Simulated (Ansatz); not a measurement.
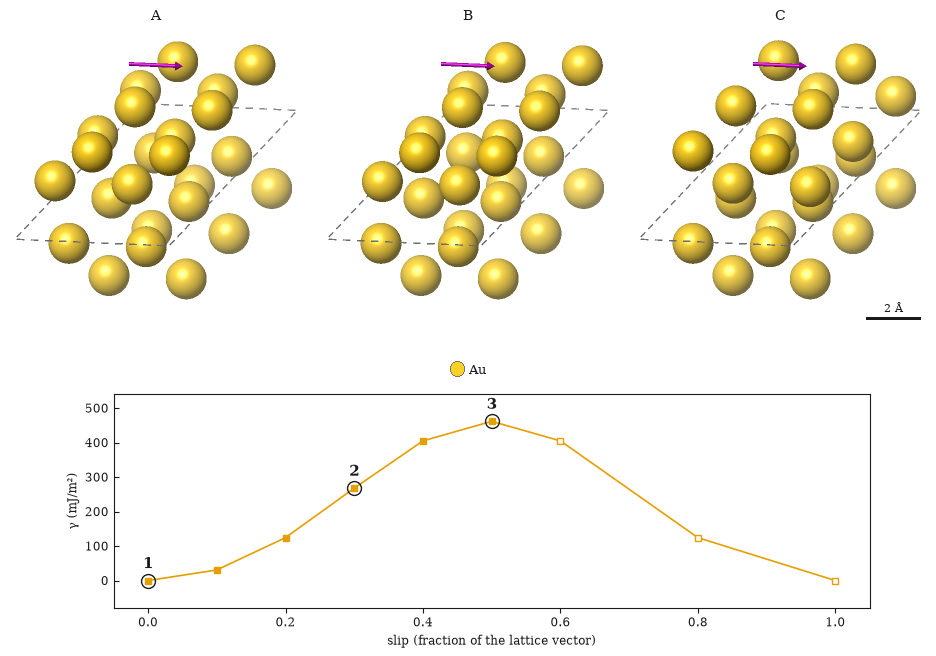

A scan of crystalline Au (P6_3/mmc): the crystal above a cut along the (0 0 1) plane of the conventional cell (between a plane of Au below and one of Au above, 2.40 Å apart) is slid rigidly by fractions of an in-plane lattice vector 2.87 Å long (a generalised stacking fault). One cut stands in each cell, which starts 9.6 Å high; nothing is relaxed, and the dashed outline marks the cut, the arrow on top the direction of slip. The frames are shuffled; the numbered points of the plot belong to them. Hollow markers are points alike by symmetry, not computed again. The picture is a spheres-only view of the layers on both sides of the cut, seen obliquely from above.

The calculation used DFT PBEsol, scalar-relativistic, plane waves, PAW (Ansatz). Settings: plane-wave cutoff 420 eV; k-point mesh 24 × 24 × 6; occupations gaussian; smearing width 0.15 eV; no spin polarisation. Energies (free energies at the smearing named) are counted from the relaxed crystal.

**Which frame belongs to which numbered point?**

Point 1 is frame C (the slip 0.00, 0 mJ/m²); 2 is frame A (the slip 0.30, 268 mJ/m²); 3 is frame B (the slip 0.50, 462 mJ/m²). The curve starts and ends at zero, since a full lattice vector restores the crystal. Its highest computed point is 462 mJ/m² at slip 0.50. The points are too sparse to place its extrema closely. Relaxation across the fault would lower the values.
